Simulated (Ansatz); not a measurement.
System: Er, space group Fd-3m (No. 227) (one of a set of cubic test structures, which need not be the stable phase).

Method: equation of state of a cubic crystal from periodic Kohn-Sham density functional theory without spin; pressure corrected for the finite basis (Ansatz 0.2.0 development build). Level: PBE.

structure type diamond; atoms in cell 2; space group number 227; lattice centring face-centred primitive; k mesh 8×8×8; occupation method Fermi–Dirac; occupation width 0.06123 eV; wave cutoff 700 eV; datasets hard PAW; density tolerance 1e−09 eV; bands 40; density cutoff ratio 4; search for lower states default.

Describe the result: the energy above the lowest point and pressure against volume. The volume takes the values 75.51, 77.12, 78.72, 80.33, 81.94, 83.54, 85.15 Å³/atom.

The energy above the lowest point is 1.90 meV/atom at volume 75.51 Å³/atom and 2.28 meV/atom at 85.15 Å³/atom; the lowest computed point is at volume 80.33 Å³/atom (0.00 meV/atom). The pressure falls from 0.14 GPa at volume 75.51 Å³/atom to −0.14 GPa at 85.15 Å³/atom, and changes sign near 80.0 Å³/atom.

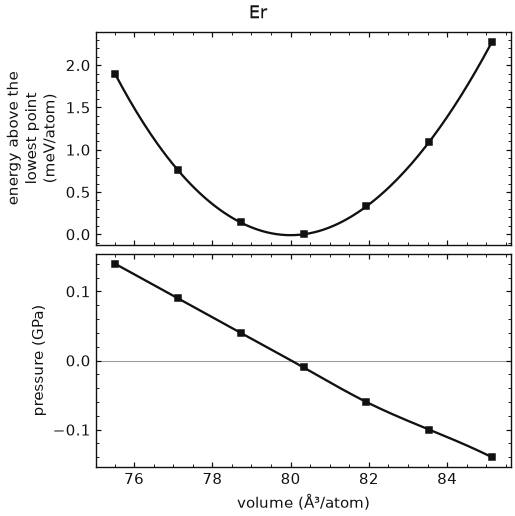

Limits of the calculation: cubic model structure, not the ambient form; modest k-mesh, values are not fully converged in k; open f shell treated without spin.
